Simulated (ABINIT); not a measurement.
Optical-spectrum calculation, with input and output: CdSe (part 2 of 2)

Continued. System: CdSe (P6₃mc, 4 atoms in the cell). Method: Kohn-Sham DFT of a periodic cell, PBE, PseudoDojo NC SR PBE v0.4.1 standard, no spin polarisation (ABINIT 10.8.3); cutoff 1278.94 eV, 8×8×4 k-mesh, fixed occupations. The structure derives from an entry of the Crystallography Open Database.

Geometry of the input (Å; fractional positions):
```
4.3000  0.0000  0.0000
-2.1500  3.7239  0.0000
0.0000  0.0000  7.0200
Cd 0.6667  0.3333  0.5000
Cd 0.3333  0.6667  0.0000
Se 0.6667  0.3333  0.8850
Se 0.3333  0.6667  0.3850
```

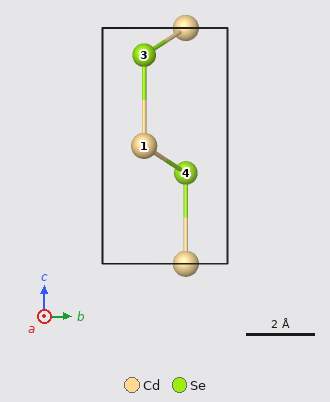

Figure 1. The structure as given in the input (ball-and-stick view of the cell of the calculation, along the a axis; atoms are numbered from 1 in the order of the input).

### Output, continued
```
--- !ResultsGS
iteration_state: {dtset: 1, }
comment   : Summary of ground state results
lattice_vectors:
- [  8.1258223,   0.0000000,   0.0000000, ]
- [ -4.0629112,   7.0371686,   0.0000000, ]
- [  0.0000000,   0.0000000,  13.2658774, ]
lattice_lengths: [   8.12582,    8.12582,   13.26588, ]
lattice_angles: [ 90.000,  90.000, 120.000, ] # degrees, (23, 13, 12)
lattice_volume:   7.5857977E+02
convergence: {deltae: -6.935E-12, res2:  9.855E-13, residm:  4.063E-09, diffor: null, }
etotal    :  -5.93229278E+02
entropy   :   0.00000000E+00
fermie    :   1.45567392E-01
cartesian_stress_tensor: # hartree/bohr^3
- [ -1.16480174E-04,   0.00000000E+00,   0.00000000E+00, ]
- [  0.00000000E+00,  -1.16480175E-04,   0.00000000E+00, ]
- [  0.00000000E+00,   0.00000000E+00,  -4.70878388E-05, ]
pressure_GPa:   2.7464E+00
xred      :
- [  6.6667E-01,   3.3333E-01,   5.0000E-01, Cd]
- [  3.3333E-01,   6.6667E-01,   0.0000E+00, Cd]
- [  6.6667E-01,   3.3333E-01,   8.8500E-01, Se]
- [  3.3333E-01,   6.6667E-01,   3.8500E-01, Se]
cartesian_forces: # hartree/bohr
- [ -0.00000000E+00,  -3.06105525E-28,   5.52855075E-03, ]
- [ -0.00000000E+00,  -3.06105525E-28,   5.52855075E-03, ]
- [ -2.12076128E-27,  -9.18316574E-28,  -5.52855075E-03, ]
- [  2.12076128E-27,   1.53052762E-27,  -5.52855075E-03, ]
force_length_stats: {min:   5.52855075E-03, max:   5.52855075E-03, mean:   5.52855075E-03, }
...

 Integrated electronic density in atomic spheres:
 ------------------------------------------------
 Atom  Sphere_radius  Integrated_density
    1        2.00000         17.17446987
    2        2.00000         17.17446987
    3        2.00000         13.25407106
    4        2.00000         13.25407106
================================================================================

 ----iterations are completed or convergence reached----

 Mean square residual over all n,k,spin=   56.436E-13; max=  40.633E-10
 reduced coordinates (array xred) for    4 atoms
       0.666666666667      0.333333333333      0.500000000000
       0.333333333333      0.666666666667      0.000000000000
       0.666666666667      0.333333333333      0.885000000000
       0.333333333333      0.666666666667      0.385000000000
 rms dE/dt=  4.2343E-02; max dE/dt=  7.3356E-02; dE/dt below (all hartree)
    1       0.000000000000      0.000000000000     -0.073326191542
    2       0.000000000000      0.000000000000     -0.073326191542
    3       0.000000000000      0.000000000000      0.073355961394
    4      -0.000000000000      0.000000000000      0.073355961394

 cartesian coordinates (angstrom) at end:
    1      2.15000000000000     1.24130307878000     3.51000000000000
    2      0.00000000000000     2.48260615756000     0.00000000000000
    3      2.15000000000000     1.24130307878000     6.21270000000000
    4      0.00000000000000     2.48260615756000     2.70270000000000

 cartesian forces (hartree/bohr) at end:
    1     -0.00000000000000    -0.00000000000000     0.00552855074979
    2     -0.00000000000000    -0.00000000000000     0.00552855074979
    3     -0.00000000000000    -0.00000000000000    -0.00552855074979
    4      0.00000000000000     0.00000000000000    -0.00552855074979
 frms,max,avg= 3.1919103E-03 5.5285507E-03   0.000E+00  0.000E+00 -1.122E-06 h/b

 cartesian forces (eV/Angstrom) at end:
    1     -0.00000000000000    -0.00000000000000     0.28428950989455
    2     -0.00000000000000    -0.00000000000000     0.28428950989455
    3     -0.00000000000000    -0.00000000000000    -0.28428950989455
    4      0.00000000000000     0.00000000000000    -0.28428950989455
 frms,max,avg= 1.6413463E-01 2.8428951E-01   0.000E+00  0.000E+00 -5.770E-05 e/A
 length scales=  8.125822341403  8.125822341403 13.265877403873 bohr
              =  4.300000000000  4.300000000000  7.020000000000 angstroms
 Fermi (or HOMO) energy (hartree) =   0.14557   Average Vxc (hartree)=  -0.34322
 Eigenvalues (hartree) for nkpt=  20  k points:
 kpt#   1, nband= 36, wtk=  0.00781, kpt=  0.0000  0.0000  0.1250 (reduced coord)
  -3.58981   -3.58981   -2.15891   -2.15890   -2.15881   -2.15881   -2.15881   -2.15881
  -1.56979   -1.56979   -1.56979   -1.56979   -1.56921   -1.56921   -1.56921   -1.56921
  -1.56915   -1.56915   -0.31564   -0.30318   -0.14457   -0.14457   -0.14268   -0.14268
  -0.14198   -0.13138   -0.13138   -0.12919   -0.12919   -0.12074   -0.00385    0.12129
   0.12129    0.12932    0.14557    0.14557
 prteigrs : prtvol=0 or 1, do not print more k-points.

--- !EnergyTerms
iteration_state     : {dtset: 1, }
comment             : Components of total free energy in Hartree
kinetic             :  2.79789340172831E+02
hartree             :  2.01999207626339E+02
xc                  : -9.69200279117540E+01
Ewald energy        : -3.05864710013337E+02
psp_core            :  1.00035506210473E+01
local_psp           : -5.84594942581974E+02
non_local_psp       : -9.76416961041392E+01
total_energy        : -5.93229278190987E+02
total_energy_eV     : -1.61425910212795E+04
band_energy         : -7.46868073381997E+01
...

 Cartesian components of stress tensor (hartree/bohr^3)
  sigma(1 1)= -1.16480174E-04  sigma(3 2)=  0.00000000E+00
  sigma(2 2)= -1.16480175E-04  sigma(3 1)=  0.00000000E+00
  sigma(3 3)= -4.70878388E-05  sigma(2 1)=  0.00000000E+00

-Cartesian components of stress tensor (GPa)         [Pressure=  2.7464E+00 GPa]
- sigma(1 1)= -3.42696505E+00  sigma(3 2)=  0.00000000E+00
- sigma(2 2)= -3.42696506E+00  sigma(3 1)=  0.00000000E+00
- sigma(3 3)= -1.38537205E+00  sigma(2 1)=  0.00000000E+00

================================================================================
== DATASET  2 ==================================================================

--- !DatasetInfo
iteration_state: {dtset: 2, }
dimensions: {natom: 4, nkpt: 20, mband: 48, nsppol: 1, nspinor: 1, nspden: 1, mpw: 11747, }
cutoff_energies: {ecut:  47.0, pawecutdg:  -1.0, }
electrons: {nelect:   7.20000000E+01, charge:   0.00000000E+00, occopt:   1.00000000E+00, tsmear:   1.00000000E-02, }
meta: {optdriver: 0, ionmov: 0, optcell: 0, iscf: -2, paral_kgb: 0, }
...

 mkfilename : getden/=0, take file _DEN from output of DATASET   1.

 Exchange-correlation functional for the present dataset will be:
  GGA: Perdew-Burke-Ernzerhof functional - ixc=11
  J.P.Perdew, K.Burke, M.Ernzerhof, PRL 77, 3865 (1996)

 Real(R)+Recip(G) space primitive vectors, cartesian coordinates (Bohr,Bohr^-1):
 R(1)=  8.1258223  0.0000000  0.0000000  G(1)=  0.1230645  0.0710513  0.0000000
 R(2)= -4.0629112  7.0371686  0.0000000  G(2)=  0.0000000  0.1421026  0.0000000
 R(3)=  0.0000000  0.0000000 13.2658774  G(3)=  0.0000000  0.0000000  0.0753814
 Unit cell volume ucvol=  7.5857977E+02 bohr^3
 Angles (23,13,12)=  9.00000000E+01  9.00000000E+01  1.20000000E+02 degrees

 getcut: wavevector=  0.0000  0.0000  0.0000  ngfft=  54  54  90
         ecut(hartree)=     47.000   => boxcut(ratio)=   2.15383
--------------------------------------------------------------------------------

================================================================================
 Non-SCF case, kpt    1 (  0.00000  0.00000  0.12500), residuals and eigenvalues=
  2.98E-13  6.26E-13  3.11E-13  6.18E-13  3.89E-13  3.20E-13  6.42E-13  2.66E-13
  5.30E-13  5.08E-13  2.69E-13  5.49E-13  5.78E-13  5.07E-13  3.24E-13  7.41E-13
  5.01E-13  3.22E-13  2.82E-13  2.11E-13  6.06E-13  2.23E-13  7.96E-13  8.52E-13
  3.02E-13  2.13E-13  5.72E-13  9.91E-13  2.72E-13  4.14E-13  7.58E-13  4.69E-13
  8.70E-13  1.28E-13  3.27E-13  6.01E-13  1.46E-13  1.67E-13  5.35E-13  1.00E-12
  3.20E-13  6.09E-13  7.01E-13  9.54E-13  1.10E-08  3.62E-08  5.52E-07  2.77E-03
 -3.5898E+00 -3.5898E+00 -2.1589E+00 -2.1589E+00 -2.1588E+00 -2.1588E+00
 -2.1588E+00 -2.1588E+00 -1.5698E+00 -1.5698E+00 -1.5698E+00 -1.5698E+00
 -1.5692E+00 -1.5692E+00 -1.5692E+00 -1.5692E+00 -1.5691E+00 -1.5691E+00
 -3.1564E-01 -3.0318E-01 -1.4457E-01 -1.4457E-01 -1.4268E-01 -1.4268E-01
 -1.4198E-01 -1.3138E-01 -1.3138E-01 -1.2919E-01 -1.2919E-01 -1.2074E-01
 -3.8478E-03  1.2129E-01  1.2129E-01  1.2932E-01  1.4557E-01  1.4557E-01
  1.8846E-01  2.2573E-01  3.6393E-01  3.6393E-01  3.6685E-01  4.0118E-01
  4.0118E-01  4.2220E-01  4.9289E-01  4.9826E-01  4.9826E-01  5.4827E-01
 prteigrs : prtvol=0 or 1, do not print more k-points.

--- !ResultsGS
iteration_state: {dtset: 2, }
comment   : Summary of ground state results
lattice_vectors:
- [  8.1258223,   0.0000000,   0.0000000, ]
- [ -4.0629112,   7.0371686,   0.0000000, ]
- [  0.0000000,   0.0000000,  13.2658774, ]
lattice_lengths: [   8.12582,    8.12582,   13.26588, ]
lattice_angles: [ 90.000,  90.000, 120.000, ] # degrees, (23, 13, 12)
lattice_volume:   7.5857977E+02
convergence: {deltae:  0.000E+00, res2:  0.000E+00, residm:  1.000E-12, diffor:  0.000E+00, }
etotal    :  -5.93229278E+02
entropy   :   0.00000000E+00
fermie    :   1.45567392E-01
cartesian_stress_tensor: null
pressure_GPa: null
xred      :
- [  6.6667E-01,   3.3333E-01,   5.0000E-01, Cd]
- [  3.3333E-01,   6.6667E-01,   0.0000E+00, Cd]
- [  6.6667E-01,   3.3333E-01,   8.8500E-01, Se]
- [  3.3333E-01,   6.6667E-01,   3.8500E-01, Se]
cartesian_forces: null
force_length_stats: {min: null, max: null, mean: null, }
...

 Integrated electronic density in atomic spheres:
 ------------------------------------------------
 Atom  Sphere_radius  Integrated_density
    1        2.00000         17.17446987
    2        2.00000         17.17446987
    3        2.00000         13.25407106
    4        2.00000         13.25407106
================================================================================

 ----iterations are completed or convergence reached----

 Mean square residual over all n,k,spin=   56.188E-14; max=  99.996E-14
 reduced coordinates (array xred) for    4 atoms
       0.666666666667      0.333333333333      0.500000000000
       0.333333333333      0.666666666667      0.000000000000
       0.666666666667      0.333333333333      0.885000000000
       0.333333333333      0.666666666667      0.385000000000

 cartesian coordinates (angstrom) at end:
    1      2.15000000000000     1.24130307878000     3.51000000000000
    2      0.00000000000000     2.48260615756000     0.00000000000000
    3      2.15000000000000     1.24130307878000     6.21270000000000
    4      0.00000000000000     2.48260615756000     2.70270000000000
 length scales=  8.125822341403  8.125822341403 13.265877403873 bohr
              =  4.300000000000  4.300000000000  7.020000000000 angstroms
 Eigenvalues (hartree) for nkpt=  20  k points:
 kpt#   1, nband= 48, wtk=  0.00781, kpt=  0.0000  0.0000  0.1250 (reduced coord)
  -3.58981   -3.58981   -2.15891   -2.15890   -2.15881   -2.15881   -2.15881   -2.15881
  -1.56979   -1.56979   -1.56979   -1.56979   -1.56921   -1.56921   -1.56921   -1.56921
  -1.56915   -1.56915   -0.31564   -0.30318   -0.14457   -0.14457   -0.14268   -0.14268
  -0.14198   -0.13138   -0.13138   -0.12919   -0.12919   -0.12074   -0.00385    0.12129
   0.12129    0.12932    0.14557    0.14557    0.18846    0.22573    0.36393    0.36393
   0.36685    0.40118    0.40118    0.42220    0.49289    0.49826    0.49826    0.54827
 prteigrs : prtvol=0 or 1, do not print more k-points.

================================================================================
== DATASET  3 ==================================================================

--- !DatasetInfo
iteration_state: {dtset: 3, }
dimensions: {natom: 4, nkpt: 20, mband: 44, nsppol: 1, nspinor: 1, nspden: 1, mpw: 11747, }
cutoff_energies: {ecut:  47.0, pawecutdg:  -1.0, }
electrons: {nelect:   7.20000000E+01, charge:   0.00000000E+00, occopt:   1.00000000E+00, tsmear:   1.00000000E-02, }
meta: {optdriver: 8, wfk_task: 7, }
...

 mkfilename : getwfk/=0, take file _WFK from output of DATASET   2.

 Exchange-correlation functional for the present dataset will be:
  GGA: Perdew-Burke-Ernzerhof functional - ixc=11
  J.P.Perdew, K.Burke, M.Ernzerhof, PRL 77, 3865 (1996)

--------------------------------------------------------------------------------

 Computation of velocity matrix elements (DDK)

 Parameters extracted from the Abinit header:
    ecut:     47.0
    nkpt:    256
    mband:   48
    nsppol:  1
    nspinor: 1
    useylm:  0
    inclvkb: 2
    bmin: 1, bmax: 48
    Computing diagonal and off-diagonal matrix elements
    Between band index bmin: 1, bmax: 48

== END DATASET(S) ==============================================================
================================================================================

 -outvars: echo values of variables after computation  --------
            acell      8.1258223414E+00  8.1258223414E+00  1.3265877404E+01 Bohr
           etotal1    -5.9322927819E+02
           etotal3     0.0000000000E+00
            fcart1    -0.0000000000E+00 -3.0610552465E-28  5.5285507498E-03
                      -0.0000000000E+00 -3.0610552465E-28  5.5285507498E-03
                      -2.1207612847E-27 -9.1831657395E-28 -5.5285507498E-03
                       2.1207612847E-27  1.5305276232E-27 -5.5285507498E-03
            fcart3     0.0000000000E+00  0.0000000000E+00  0.0000000000E+00
                       0.0000000000E+00  0.0000000000E+00  0.0000000000E+00
                       0.0000000000E+00  0.0000000000E+00  0.0000000000E+00
                       0.0000000000E+00  0.0000000000E+00  0.0000000000E+00
            rprim      1.0000000000E+00  0.0000000000E+00  0.0000000000E+00
                      -5.0000000000E-01  8.6602540380E-01  0.0000000000E+00
                       0.0000000000E+00  0.0000000000E+00  1.0000000000E+00
           strten1    -1.1648017439E-04 -1.1648017486E-04 -4.7087838764E-05
                       0.0000000000E+00  0.0000000000E+00  0.0000000000E+00
           strten3     0.0000000000E+00  0.0000000000E+00  0.0000000000E+00
                       0.0000000000E+00  0.0000000000E+00  0.0000000000E+00
           xangst      2.1500000000E+00  1.2413030788E+00  3.5100000000E+00
                       7.7101942769E-17  2.4826061576E+00  0.0000000000E+00
                       2.1500000000E+00  1.2413030788E+00  6.2127000000E+00
                       7.7101942769E-17  2.4826061576E+00  2.7027000000E+00
             xred      6.6666666667E-01  3.3333333333E-01  5.0000000000E-01
                       3.3333333333E-01  6.6666666667E-01  0.0000000000E+00
                       6.6666666667E-01  3.3333333333E-01  8.8500000000E-01
                       3.3333333333E-01  6.6666666667E-01  3.8500000000E-01
 Calculation completed.
```

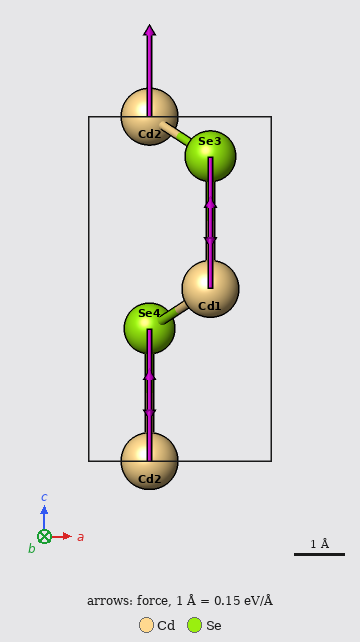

Figure 2. Forces on the atoms as pink arrows (ball-and-stick view of the cell of the calculation, along the b axis; atoms are numbered from 1 in the order of the input). The largest act on Cd1, Cd2 (0.28 eV/Å); Se3, Se4 (0.28 eV/Å). The geometry is not a stationary point of this energy.

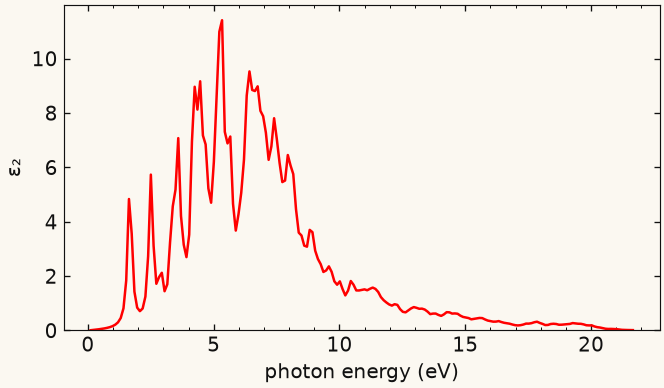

Figure 3. Imaginary part of the dielectric function (first component that the program prints). The highest peak, 11.4, lies at 5.33 eV.

### Key numbers

| quantity | value |
| --- | --- |
| outcome | converged |
| space group (tolerance 0.01 Å) | P6₃mc (186) |
| electrons treated | 72 |
| free energy | −16142.5910 eV |
| Fermi energy | 3.961 eV |
| pressure | 2.75 GPa |
| largest force (length of the vector) | 0.284 eV/Å |
| wall time | 6.2 min (CPU time 24 min) |
| peak memory | 3 GiB |

The record of the run, not the program, notes: Slow version without MPI-IO support. Processors send data to master. Points of doubt noted for this run: second order with scissor.
